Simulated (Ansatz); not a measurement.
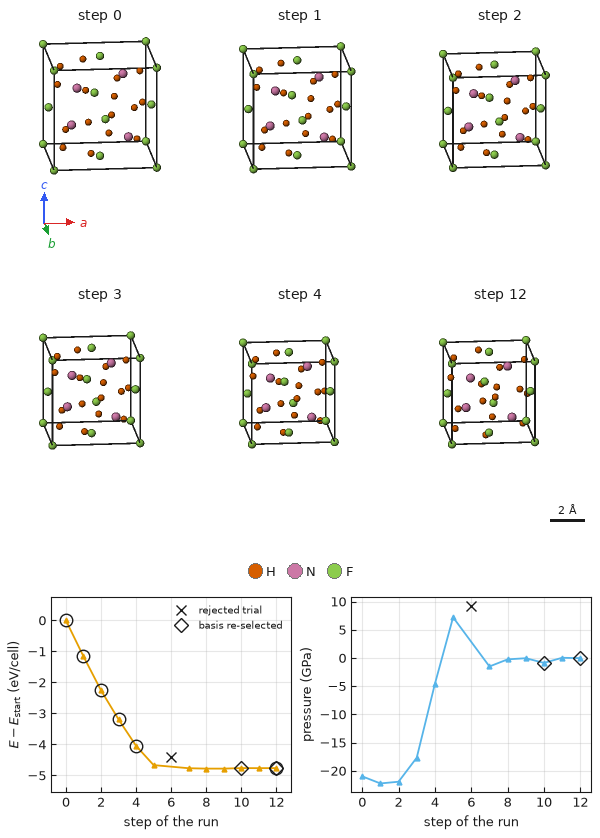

Frames of a relaxation of solid H4NF (built on the Be4AlNi-216 type type), marked on the history of the run. A ball-and-stick model of the conventional cell (4 times the calculation's cell), seen from a free direction. Lengths and directions refer to the drawn axes.

These are results of DFT, PBEsol, plane waves, PAW in Ansatz 0.2.0, not measurements.

Input file:
```yaml
crystal:
  lattice:
    - [0.0, 3.10780828, 3.10780828]
    - [3.10780828, 0.0, 3.10780828]
    - [3.10780828, 3.10780828, 0.0]
  atoms:
    - { symbol: H, position: [0.37362389, 0.37362389, 0.37362389] }
    - { symbol: H, position: [0.87912833, 0.37362389, 0.37362389] }
    - { symbol: H, position: [0.37362389, 0.37362389, 0.87912833] }
    - { symbol: H, position: [0.37362389, 0.87912833, 0.37362389] }
    - { symbol: "N", position: [0.75, 0.75, 0.75] }
    - { symbol: F, position: [0.0, 0.0, 0.0] }
kpoints:
  mp_grid: { grid: [6, 6, 6] }
hamiltonian:
  xc: pbesol
scf:
  occupations: { method: fermi_dirac, width: 0.03 }
relax:
  f_tol: 0.01
  cell: {}
  max_steps: 120
output:
  write_density: true
  write_potential: true
  elf: true
  volumetric_format: npy
```

Launched with:
```bash
ansatz run input.yaml --threads 2 --pin off --max-ram 20275MiB --backend cpu --events-out ev --progress --plain --runs-dir out
```

> What happens along the run?

The largest moves relative to the cell, 0.37 Å, are those of H1, H2, H3 and H4. H2 goes along [1 1 −1]. F and N stay in place. Cell: a = b = c 6.216 → 5.019 Å (−19.3 %). Volume −47.4 %. The space group stays F-43m (No. 216). The energy falls by 4.762 eV per cell of the calculation in 9 accepted moves (12 points after the start). The largest force component goes from 0.022 to 0.00045 eV/Å. The pressure goes from −20.96 to −0.02 GPa. The line search rejected the trial step at point 6 of the run. The SCF was repeated twice at an unchanged geometry on a basis and grid sized afresh for the cell, which shifted the energy by 17.2 meV per cell of the calculation at most. From step 0 to 1: volume −13.9 %, energy −1.156 eV per cell of the calculation. From step 1 to 2: volume −14.8 %, energy −1.097 eV per cell of the calculation. From step 2 to 3: H atoms move most (0.03 Å), volume −15.4 %, energy −0.936 eV per cell of the calculation. From step 3 to 4: H atoms move most (0.11 Å), volume −16.1 %, energy −0.854 eV per cell of the calculation. From step 4 to 12: H atoms move most (0.22 Å), volume +1.1 %, energy −0.718 eV per cell of the calculation.
